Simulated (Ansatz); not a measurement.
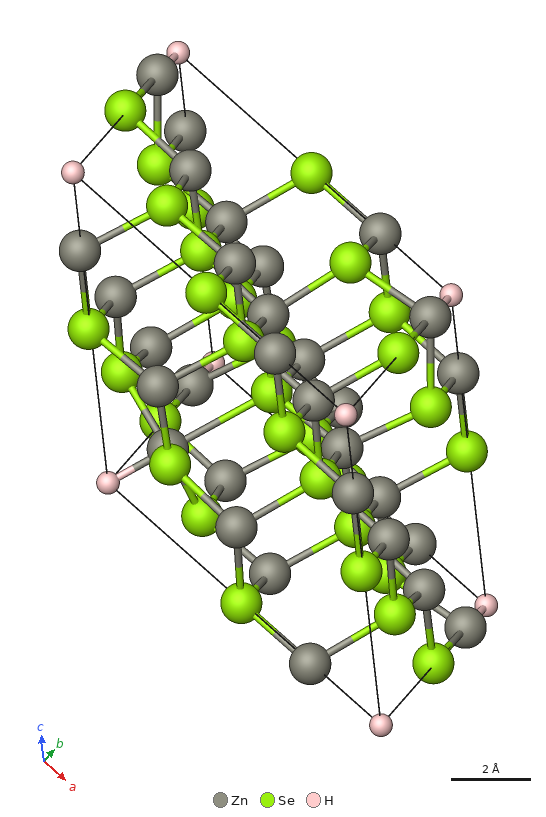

Shown here is a ball-and-stick view of the crystal, taken slightly off an axis. The edges of the simulation cell are marked. Cell: a = 9.928 Å, b = 9.928 Å, c = 9.928 Å, α = 109.47°, β = 109.47°, γ = 109.47°.

Describe the arrangement of the atoms.

- The structure is one of Zn16HSe16.
- The space group is P1: only translations remain.
- The cell comprises 1 formula unit: 16 Zn, 1 H, 16 Se.
- Each Se atom is coordinated by four Zn at about 2.4 to 3.0 Å. Each H atom is coordinated by two Zn in a bent arrangement at about 1.7 Å.
- The bonds build a three-dimensional framework.

Its origin is a structure listed in the Materials Project, repeated into a supercell with a point defect put in. The atoms were relaxed in a fixed cell with DFT PBE, scalar-relativistic, plane waves, PAW in Ansatz.
